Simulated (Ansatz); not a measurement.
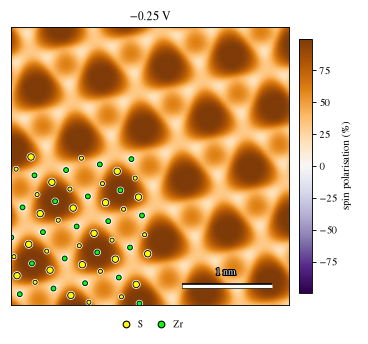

Spin polarisation (up minus down, over the sum) of the tunnelling density 3.6 Å above monolayer ZrS2 with one S vacancy in a 2 × 2 cell.

The STM signal is simulated in the Tersoff–Hamann approximation. Bias windows are sharp sums over the levels of the k mesh.

Level of theory: DFT PBE+D3(BJ), scalar-relativistic, plane waves, PAW (Ansatz). Cutoff 420 eV, 12 × 12 k-points, Gaussian smearing 0.05 eV, dipole correction. The defects repeat every 7.3 Å and interact, so states at the Fermi level and the work function belong to this dense array. Collinear spin; the stability of this spin state wasn't checked. The run warns that the functional's potential is rough in the thin density of the vacuum, where the tip is; weak contrasts and barriers may feel it.

What would a spin-polarised tip see, and which atoms carry the moments?

At −0.25 V the plane average is +66 %, from +18 % over the sites above the Zr atoms 1.5 Å below the top plane next to the vacancy to +100 % over points 1.9 Å to the side of the top S atoms. Plane averages at the other biases: +20 % at −2.00 V, +81 % at −1.00 V, +80 % at −0.50 V, −25 % at +0.25 V, −26 % at +0.50 V, −19 % at +1.00 V and +16 % at +1.50 V. The cell's net moment is 1.7 μB; by Löwdin projection the uppermost moments are +0.5 μB on each of 3 Zr atoms (1.5 Å below the top) and +0.1 μB on one S atom (3.0 Å below the top).
